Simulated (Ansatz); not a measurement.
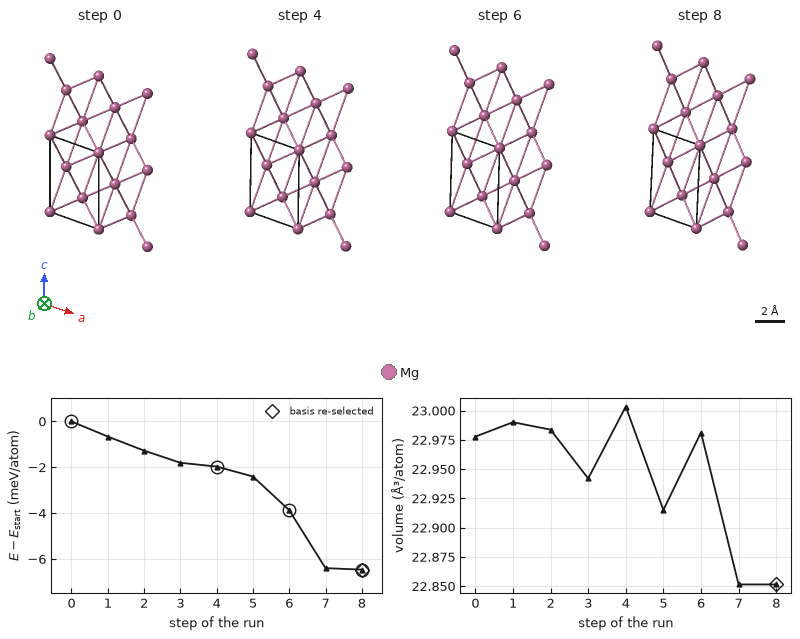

Frames of a relaxation of crystalline Mg (set up in I4/mmm), marked on the history of the run. The picture is a ball-and-stick view of the cell of the calculation, repeated 2 × 1 × 2 with one cell outlined, seen along the b axis.

Case: 0 of 3 Mg sites taken by Ba, cell and atoms relaxed.

Method: DFT PBE, scalar-relativistic, plane waves, PAW in Ansatz.

The input:
```yaml
crystal:
  lattice:
    - [3.6711586697, 0.0, 0.0]
    - [0.0, 3.6711586697, 0.0]
    - [-1.8355793348, -1.8355793348, 5.1147428386]
  atoms:
    - { symbol: Mg, position: [0.0, 0.0, 0.0] }
    - { symbol: Mg, position: [0.3333333333, 0.3333333333, 0.6666666667] }
    - { symbol: Mg, position: [0.6666666667, 0.6666666667, 0.3333333333] }
basis:
  ecutwfc: 420
kpoints:
  mp_grid: { grid: [10, 10, 10] }
hamiltonian:
  xc: pbe
scf:
  occupations: { method: gaussian, width: 0.1 }
output:
  forces: true
  stress: true
  eigenvalues: true
relax:
  adjacent_minimum: "off"
  f_tol: 0.015
  max_steps: 60
  cell: { stress_tol: 0.15 }
```

Run as
```bash
ansatz run input.yaml --threads 1 --pin off --max-ram 2560MiB --backend cpu --events-out ev --progress --plain --runs-dir out
```

**What happens along the run?**

After 7 accepted moves (8 points after the start) the energy has fallen by 6.5 meV per atom. All forces vanish by symmetry, so only the cell relaxes. The pressure goes from 0.03 to 0.09 GPa. At 1 point the geometry stayed and the basis and grid were re-selected for the new cell (energy shift of 0.1 meV per atom at most each time). No atom moves by more than 0.005 Å relative to the cell. The volume changes by −0.5 %, with a = b 3.671 → 3.491 Å (−4.9 %), c 5.736 → 6.144 Å (+7.1 %), α 108.7° → 106.5°, β 108.7° → 106.5°. Some distances before and after: Mg1–Mg2 3.410 → 3.751 Å, Mg1–Mg2 (another image) 3.106 → 3.100 Å. The space group stays I4/mmm (No. 139). The run took 37 s on 1 thread of Arm Neoverse V2 (shared host), peak memory 0.38 GiB. From step 0 to 4: volume +0.1 %, energy −2.0 meV per atom. From step 4 to 6: energy −1.9 meV per atom. From step 6 to 8: volume −0.6 %, energy −2.6 meV per atom.

| step | E − E(0), meV/atom | pressure, GPa | volume, Å³/atom | note |
| --- | --- | --- | --- | --- |
| 0 | 0.00 | 0.03 | 22.978 |  |
| 1 | -0.66 | -0.01 | 22.990 |  |
| 2 | -1.27 | -0.01 | 22.984 |  |
| 3 | -1.80 | 0.04 | 22.942 |  |
| 4 | -1.97 | -0.07 | 23.003 |  |
| 5 | -2.40 | 0.04 | 22.915 |  |
| 6 | -3.87 | -0.11 | 22.981 |  |
| 7 | -6.39 | 0.08 | 22.852 |  |
| 8 | -6.46 | 0.09 | 22.852 | same geometry, new basis |
